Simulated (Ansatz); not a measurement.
**Single-point calculation, with input and output: Sn (part 1 of 2)**

The run: single-point calculation of Sn (slab, 17 atoms in the cell). Method and program: DFT, PBEsol, plane waves, PAW, no spin polarisation (Ansatz 0.2.0).

The structure derives from an entry of the Crystallography Open Database. Some settings of this run were made unusual or wrong on purpose. Figures and captions count atoms from 1; the log counts them from 0 in places.

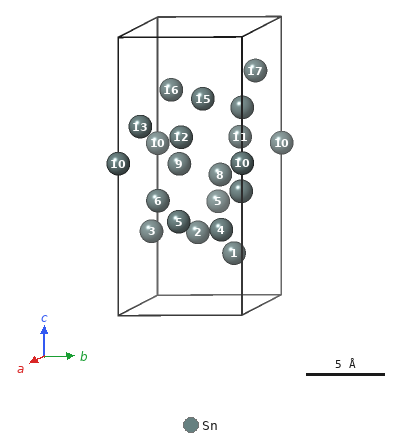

*The structure as given in the input (spheres-only view of the cell of the calculation, with the vacuum cut short, seen slightly off an axis; atoms are numbered from 1 in the order of the input). An atom can appear more than once, as a periodic image.*

## Input
```yaml
crystal:
  lattice:
    - [6.5415585737, 0.0, 0.0]
    - [-3.2707792869, 7.3136848248, 0.0]
    - [0.0, 0.0, 26.7018957197]
  atoms:
    - { symbol: Sn, position: [0.5477218165, 0.7920623539, 0.2859989755] }
    - { symbol: Sn, position: [0.3192907808, 0.4280139515, 0.3263760702] }
    - { symbol: Sn, position: [0.3212737301, 0.0537466661, 0.3298259629] }
    - { symbol: Sn, position: [0.8785832484, 0.7946139032, 0.3607701756] }
    - { symbol: Sn, position: [-0.0169892135, 0.4842916335, 0.3863907326] }
    - { symbol: Sn, position: [0.5810938792, 0.1887463341, 0.4186320708] }
    - { symbol: Sn, position: [0.705753191, 0.8996801813, 0.4472605734] }
    - { symbol: Sn, position: [0.29301741, 0.6002717809, 0.4684023457] }
    - { symbol: Sn, position: [0.387942361, 0.3000163105, 0.4999911174] }
    - { symbol: Sn, position: [-0.007341167, -0.0003587579, 0.5316045682] }
    - { symbol: Sn, position: [0.105901291, 0.7003346915, 0.5527117244] }
    - { symbol: Sn, position: [0.6920531381, 0.4114924036, 0.5813983742] }
    - { symbol: Sn, position: [0.7981319149, 0.1157197207, 0.6135005368] }
    - { symbol: Sn, position: [0.3832504006, 0.8057529972, 0.6392282692] }
    - { symbol: Sn, position: [0.5660348435, 0.5461750387, 0.6701476004] }
    - { symbol: Sn, position: [0.1897789543, 0.1716981633, 0.6737657983] }
    - { symbol: Sn, position: [0.054503421, 0.8077426279, 0.7139951044] }
basis:
  ecutwfc: "80 eV"
kpoints:
  mp_grid: { grid: [6, 5, 1] }
hamiltonian:
  xc: pbesol
scf:
  occupations: { method: gaussian, width: 0.1 }
  max_iter: 80
output:
  forces: true
  eigenvalues: true
efield:
  axis: 3
  dipole_correction: true
  ramp_width: 0.04
```

Run on 4 threads of AMD EPYC (Zen 5), 32 GiB of memory available, shared host.

Run as:
```bash
ansatz run input.yaml --threads 4 --pin off --max-ram 10240MiB --backend cpu --events-out ev --progress --plain --runs-dir out
```

## The program's output
```
Warning: basis.ecutwfc = 80 eV is below the records' recommended 420 eV, and the density's cutoff is lower with it unless basis.ecutrho_ratio is high enough to keep the records' density cutoff: compare with a run at a higher cutoff
Engine: ansatz 0.2.0, x86_64-unknown-linux-gnu
Pseudopotentials: kind: paw
Pseudopotential: Sn, paw, valence charge 14, recommended cutoff 420 eV (normal), Sn.paw.azcp
Functional definition: PBEsol
  exchange = pbesol_x
  correlation = pbesol_c
Crystal: 17 atoms, lattice volume = 1277.496 Å³
Basis set: ecut = 80 eV, 2065 PW (Γ), exchange–correlation on 40×48×160 points (8 copies of the dense FFT grid, shifted against one another)
Bands: 143, of which v1, the nominal top of the filled ones, is band 119 counted from 1 (118 counted from 0)
Symmetry: 1 space group operations
Space group: P1 (ITA 1), of the structure as read, at distance tolerance 1.1e-4 Å
k-points: 16 of 30 (time reversal used)
Non-local potential: Sn, projectors of the file, l = 0: 2, l = 1: 2, l = 2: 2, l = 3: 2
PAW form: soft (Blöchl's): semilocal exchange-correlation on the pseudo side does not see the compensation charge
PAW frozen core: Sn, regenerated for the run's functional, and the local potential with it (the file was generated under x = pbe(κ = 0.804, μ = 0.2195149727645171), c = pbe(β = 0.06672455060314922))
PAW one-centre angular grid: Sn, 590 points (default); XC on 64 Gauss nodes
Initial density: superposition of atomic densities (neutral atoms: chi_scale 0, normalization atom), corrected by the library's trained network
Initial wavefunctions: pseudopotential atomic-orbital guess
Functional: x = pbesol(κ = 0.804, μ = 0.12345679012345678), c = pbesol(β = 0.046)
SCF iter   1: F=—  HF=-97363.215128 eV  |F-HF|=—  |Δ(HF+E_count)|=         —  Δρ=6.92e-1  dr2=5.45e3  ethr=1.77e-3  p=-0.000 e·Å  D=-1.99e-5 V/Å  ΔV_dip=0.00 eV  dr2_dipole=1.05e-3  V_vac-E_F(+/−)=0.22/0.22 eV  ⟨swp⟩=6.4  Hψ=10334  notcnv=0
efield: sawtooth ramp at fractional position 0.9800 (placed from the atoms, in the widest stretch of the axis that holds none; the zero of the levels goes with the place), width 0.0400; the density the first Hamiltonian is built on has a dipole p = -0.000 e·Å; the dipole correction subtracts the counter field D = -1.99e-5 V/Å, which shifts the + side's vacuum level by +0.00 eV against the − side's; the planar-averaged density in the ramp window peaks in size at 1.3e-4 e/Å³
preconditioner: auto → LDOS  [metal: Δε(μ)=0.028 eV  Ē_g=6.018 eV  σ=0.100 eV  W_gap=0.16  n_scr=182 (ndim 8)  ℏωp=16.0 eV  f_vac=0.479  D(μ)=17.47/eV (n_scr^D=70)  β→1.0]
SCF iter   2: F=—  HF=-95378.633549 eV  |F-HF|=—  |Δ(HF+E_count)|=    1.98e3  Δρ=3.08e-1  dr2=1.43e3  ethr=1.77e-3  p=0.015 e·Å  D=2.18e-3 V/Å  ΔV_dip=-0.06 eV  dr2_dipole=1.96e0  V_vac-E_F(+/−)=10.55/10.58 eV  ⟨swp⟩=22.2  Hψ=37453  notcnv=0  defer=225
SCF iter   3: F=—  HF=-94763.049992 eV  |F-HF|=—  |Δ(HF+E_count)|=    6.16e2  Δρ=1.16e-1  dr2=2.77e2  ethr=1.77e-3  p=0.049 e·Å  D=6.91e-3 V/Å  ΔV_dip=-0.18 eV  dr2_dipole=7.04e-1  V_vac-E_F(+/−)=11.35/11.50 eV  ⟨swp⟩=18.9  Hψ=33658  notcnv=0  defer=208
SCF iter   4: F=—  HF=-94611.389136 eV  |F-HF|=—  |Δ(HF+E_count)|=    1.52e2  Δρ=4.79e-2  dr2=3.13e1  ethr=1.77e-3  p=-0.041 e·Å  D=-5.76e-3 V/Å  ΔV_dip=0.15 eV  dr2_dipole=6.69e-1  V_vac-E_F(+/−)=16.31/16.19 eV  ⟨swp⟩=11.7  Hψ=9728  notcnv=0  defer=247
SCF iter   5: F=—  HF=-94585.461184 eV  |F-HF|=—  |Δ(HF+E_count)|=    2.59e1  Δρ=2.91e-2  dr2=5.54e1  ethr=1.77e-3  p=-0.003 e·Å  D=-3.73e-4 V/Å  ΔV_dip=0.01 eV  dr2_dipole=7.08e-1  V_vac-E_F(+/−)=18.34/18.38 eV  ⟨swp⟩=16.1  Hψ=13190  notcnv=0  defer=190
SCF iter   6: F=—  HF=-94582.600016 eV  |F-HF|=—  |Δ(HF+E_count)|=    2.86e0  Δρ=1.41e-2  dr2=1.25e1  ethr=1.77e-3  p=0.016 e·Å  D=2.25e-3 V/Å  ΔV_dip=-0.06 eV  dr2_dipole=2.54e-1  V_vac-E_F(+/−)=18.94/19.06 eV  ⟨swp⟩=10.4  Hψ=7660  notcnv=0  defer=169
SCF iter   7: F=—  HF=-94582.157824 eV  |F-HF|=—  |Δ(HF+E_count)|=   4.42e-1  Δρ=9.26e-3  dr2=2.50e0  ethr=1.77e-3  p=0.007 e·Å  D=9.46e-4 V/Å  ΔV_dip=-0.03 eV  dr2_dipole=2.29e-2  V_vac-E_F(+/−)=20.10/20.19 eV  ⟨swp⟩=5.1  Hψ=3606  notcnv=0  defer=185
SCF iter   8: F=—  HF=-94582.599913 eV  |F-HF|=—  |Δ(HF+E_count)|=   4.42e-1  Δρ=1.95e-2  dr2=1.30e1  ethr=1.05e-3  p=0.012 e·Å  D=1.71e-3 V/Å  ΔV_dip=-0.05 eV  dr2_dipole=1.12e-1  V_vac-E_F(+/−)=21.14/21.27 eV  ⟨swp⟩=7.5  Hψ=4960  notcnv=0  defer=174  recentre
SCF iter   9: F=—  HF=-94581.985925 eV  |F-HF|=—  |Δ(HF+E_count)|=   6.14e-1  Δρ=4.88e-3  dr2=1.00e0  ethr=1.05e-3  p=0.005 e·Å  D=6.54e-4 V/Å  ΔV_dip=-0.02 eV  dr2_dipole=6.00e-2  V_vac-E_F(+/−)=21.19/21.29 eV  ⟨swp⟩=4.4  Hψ=2998  notcnv=0  defer=170
SCF iter  10: F=—  HF=-94581.993316 eV  |F-HF|=—  |Δ(HF+E_count)|=   7.39e-3  Δρ=2.56e-3  dr2=2.71e-1  ethr=4.22e-4  p=0.001 e·Å  D=2.01e-4 V/Å  ΔV_dip=-0.01 eV  dr2_dipole=1.51e-2  V_vac-E_F(+/−)=21.31/21.39 eV  ⟨swp⟩=3.1  Hψ=2592  notcnv=0  defer=154
SCF iter  11: F=—  HF=-94581.994536 eV  |F-HF|=—  |Δ(HF+E_count)|=   1.22e-3  Δρ=8.64e-4  dr2=2.31e-2  ethr=1.14e-4  p=0.000 e·Å  D=2.22e-5 V/Å  ΔV_dip=-0.00 eV  dr2_dipole=1.74e-3  V_vac-E_F(+/−)=21.39/21.47 eV  ⟨swp⟩=2.9  Hψ=2943  notcnv=0  defer=150
SCF iter  12: F=—  HF=-94581.996769 eV  |F-HF|=—  |Δ(HF+E_count)|=   2.23e-3  Δρ=6.36e-4  dr2=1.65e-2  ethr=9.70e-6  p=0.000 e·Å  D=4.31e-5 V/Å  ΔV_dip=-0.00 eV  dr2_dipole=2.10e-3  V_vac-E_F(+/−)=21.41/21.50 eV  ⟨swp⟩=3.5  Hψ=3430  notcnv=0  defer=149
SCF iter  13: F=—  HF=-94581.997049 eV  |F-HF|=—  |Δ(HF+E_count)|=   2.80e-4  Δρ=5.60e-4  dr2=1.25e-2  ethr=6.95e-6  p=0.000 e·Å  D=6.76e-5 V/Å  ΔV_dip=-0.00 eV  dr2_dipole=2.43e-4  V_vac-E_F(+/−)=21.43/21.52 eV  ⟨swp⟩=2.0  Hψ=2371  notcnv=0  defer=149
SCF iter  14: F=—  HF=-94581.996883 eV  |F-HF|=—  |Δ(HF+E_count)|=   1.66e-4  Δρ=3.26e-4  dr2=4.14e-3  ethr=5.27e-6  p=0.001 e·Å  D=8.93e-5 V/Å  ΔV_dip=-0.00 eV  dr2_dipole=1.21e-4  V_vac-E_F(+/−)=21.44/21.52 eV  ⟨swp⟩=1.6  Hψ=2442  notcnv=0  defer=149
SCF iter  15: F=—  HF=-94581.996833 eV  |F-HF|=—  |Δ(HF+E_count)|=   4.94e-5  Δρ=1.46e-4  dr2=7.70e-4  ethr=1.74e-6  p=0.001 e·Å  D=1.13e-4 V/Å  ΔV_dip=-0.00 eV  dr2_dipole=4.22e-6  V_vac-E_F(+/−)=21.44/21.52 eV  ⟨swp⟩=2.0  Hψ=2594  notcnv=0  defer=149
SCF iter  16: F=—  HF=-94581.996855 eV  |F-HF|=—  |Δ(HF+E_count)|=   2.14e-5  Δρ=7.62e-5  dr2=1.81e-4  ethr=3.23e-7  p=0.001 e·Å  D=1.28e-4 V/Å  ΔV_dip=-0.00 eV  dr2_dipole=3.44e-6  V_vac-E_F(+/−)=21.44/21.52 eV  ⟨swp⟩=3.4  Hψ=3056  notcnv=0  defer=149
SCF iter  17: F=—  HF=-94581.996865 eV  |F-HF|=—  |Δ(HF+E_count)|=   1.03e-5  Δρ=4.53e-5  dr2=6.46e-5  ethr=7.59e-8  p=0.001 e·Å  D=1.34e-4 V/Å  ΔV_dip=-0.00 eV  dr2_dipole=3.53e-6  V_vac-E_F(+/−)=21.44/21.52 eV  ⟨swp⟩=3.0  Hψ=3107  notcnv=0  defer=149
SCF iter  18: F=—  HF=-94581.978867 eV  |F-HF|=—  |Δ(HF+E_count)|=   1.80e-2  Δρ=1.29e-4  dr2=6.30e-4  ethr=2.72e-8  p=0.001 e·Å  D=1.33e-4 V/Å  ΔV_dip=-0.00 eV  dr2_dipole=2.43e-5  V_vac-E_F(+/−)=21.44/21.52 eV  ⟨swp⟩=6.1  Hψ=7503  notcnv=0  defer=151
SCF iter  19: F=—  HF=-94581.978859 eV  |F-HF|=—  |Δ(HF+E_count)|=   8.52e-6  Δρ=1.15e-4  dr2=5.15e-4  ethr=2.72e-8  p=0.001 e·Å  D=1.33e-4 V/Å  ΔV_dip=-0.00 eV  dr2_dipole=2.73e-5  V_vac-E_F(+/−)=21.44/21.52 eV  ⟨swp⟩=2.4  Hψ=2361  notcnv=0  defer=151
SCF iter  20: F=—  HF=-94581.978843 eV  |F-HF|=—  |Δ(HF+E_count)|=   1.56e-5  Δρ=8.14e-5  dr2=2.70e-4  ethr=2.72e-8  p=0.001 e·Å  D=1.27e-4 V/Å  ΔV_dip=-0.00 eV  dr2_dipole=3.27e-6  V_vac-E_F(+/−)=21.44/21.52 eV  ⟨swp⟩=1.6  Hψ=2164  notcnv=0  defer=151
SCF iter  21: F=—  HF=-94581.978847 eV  |F-HF|=—  |Δ(HF+E_count)|=   3.91e-6  Δρ=8.37e-5  dr2=2.79e-4  ethr=2.72e-8  p=0.001 e·Å  D=1.30e-4 V/Å  ΔV_dip=-0.00 eV  dr2_dipole=2.00e-5  V_vac-E_F(+/−)=21.44/21.52 eV  ⟨swp⟩=1.4  Hψ=2167  notcnv=0  defer=150
SCF iter  22: F=—  HF=-94581.978844 eV  |F-HF|=—  |Δ(HF+E_count)|=   2.66e-6  Δρ=7.37e-5  dr2=2.09e-4  ethr=2.72e-8  p=0.001 e·Å  D=1.30e-4 V/Å  ΔV_dip=-0.00 eV  dr2_dipole=1.24e-5  V_vac-E_F(+/−)=21.44/21.52 eV  ⟨swp⟩=1.4  Hψ=2420  notcnv=0  defer=150
SCF iter  23: F=—  HF=-94581.978836 eV  |F-HF|=—  |Δ(HF+E_count)|=   8.73e-6  Δρ=4.28e-5  dr2=7.31e-5  ethr=2.72e-8  p=0.001 e·Å  D=1.28e-4 V/Å  ΔV_dip=-0.00 eV  dr2_dipole=5.74e-6  V_vac-E_F(+/−)=21.44/21.52 eV  ⟨swp⟩=1.4  Hψ=2324  notcnv=0  defer=150
SCF iter  24: F=—  HF=-94581.978832 eV  |F-HF|=—  |Δ(HF+E_count)|=   3.28e-6  Δρ=1.27e-5  dr2=7.54e-6  ethr=2.72e-8  p=0.001 e·Å  D=1.25e-4 V/Å  ΔV_dip=-0.00 eV  dr2_dipole=1.36e-6  V_vac-E_F(+/−)=21.44/21.52 eV  ⟨swp⟩=1.7  Hψ=2484  notcnv=0  defer=150
SCF iter  25: F=—  HF=-94581.978833 eV  |F-HF|=—  |Δ(HF+E_count)|=   4.08e-7  Δρ=8.05e-6  dr2=2.48e-6  ethr=3.17e-9  p=0.001 e·Å  D=1.25e-4 V/Å  ΔV_dip=-0.00 eV  dr2_dipole=2.15e-7  V_vac-E_F(+/−)=21.44/21.52 eV  ⟨swp⟩=3.2  Hψ=2949  notcnv=0  defer=150
SCF iter  26: F=—  HF=-94581.978833 eV  |F-HF|=—  |Δ(HF+E_count)|=   3.66e-8  Δρ=6.46e-6  dr2=1.37e-6  ethr=1.04e-9  p=0.001 e·Å  D=1.25e-4 V/Å  ΔV_dip=-0.00 eV  dr2_dipole=4.01e-8  V_vac-E_F(+/−)=21.44/21.52 eV  ⟨swp⟩=2.8  Hψ=2981  notcnv=0  defer=150
SCF iter  27: F=—  HF=-94581.978833 eV  |F-HF|=—  |Δ(HF+E_count)|=   2.85e-8  Δρ=3.19e-6  dr2=3.57e-7  ethr=5.77e-10  p=0.001 e·Å  D=1.25e-4 V/Å  ΔV_dip=-0.00 eV  dr2_dipole=1.38e-8  V_vac-E_F(+/−)=21.44/21.52 eV  ⟨swp⟩=1.8  Hψ=2477  notcnv=0  defer=150
SCF iter  28: F=—  HF=-94581.978833 eV  |F-HF|=—  |Δ(HF+E_count)|=   1.78e-8  Δρ=3.14e-6  dr2=3.92e-7  ethr=1.50e-10  p=0.001 e·Å  D=1.25e-4 V/Å  ΔV_dip=-0.00 eV  dr2_dipole=7.27e-9  V_vac-E_F(+/−)=21.44/21.52 eV  ⟨swp⟩=3.8  Hψ=3776  notcnv=0  defer=150
SCF iter  29: F=—  HF=-94581.978833 eV  |F-HF|=—  |Δ(HF+E_count)|=   2.05e-8  Δρ=1.52e-6  dr2=1.10e-7  ethr=1.50e-10  p=0.001 e·Å  D=1.25e-4 V/Å  ΔV_dip=-0.00 eV  dr2_dipole=1.89e-9  V_vac-E_F(+/−)=21.44/21.52 eV  ⟨swp⟩=1.2  Hψ=2201  notcnv=0  defer=150
SCF iter  30: F=-94581.978833 eV  HF=-94581.978833 eV  |F-HF|=1.19e-8  |Δ(HF+E_count)|=   1.98e-9  Δρ=5.64e-7  dr2=1.03e-8  ethr=4.20e-11  p=0.001 e·Å  D=1.25e-4 V/Å  ΔV_dip=-0.00 eV  dr2_dipole=8.09e-10  V_vac-E_F(+/−)=21.44/21.52 eV  ⟨swp⟩=18.9  Hψ=12474  notcnv=0
WARN: efield: at this solve's end the planar-averaged density reaches 1.18e-3 e/Å³ inside the ramp window [0.9425, 0.0574] (bound 1e-5 e/Å³); the window's nearer edge stands 6.10 Å from this solve's nearest atom along the axis. Its work functions, free energy, forces, stress, dipole, levels and responses can be off, and this figure does not tell by how much. The cell may have no vacuum along `efield.axis`. A short vacuum, a low `basis.ecutwfc` or `basis.ecutrho_ratio` and negative occupations (`scf.occupations.method`) can put density there. See the manual's quickstart, § The vacuum guard
SCF 1 converged in 30 iterations: F = -94581.978833 eV  dr2 = 1.03e-8
  greatest PAW one-centre occupation: 1.260 electrons in one spin orbital (limit 2), on the Sn atom at site 14 (counted from 0), in its partial waves of l = 2
```

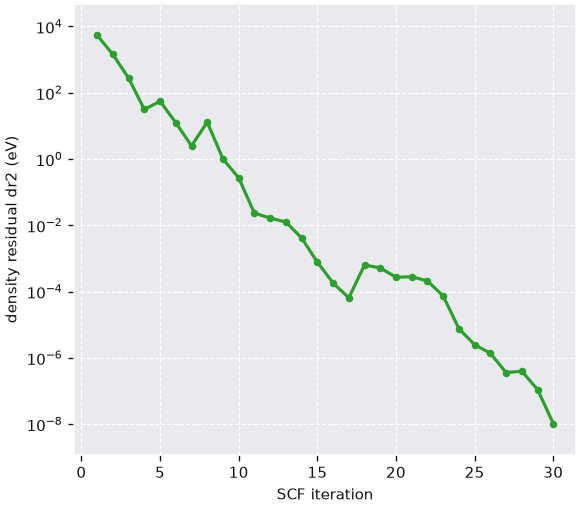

*Convergence of the self-consistent field: density residual dr2 against the SCF iteration.*

The residual falls unevenly and jumps up by a factor of two or more 2 times on the way down.
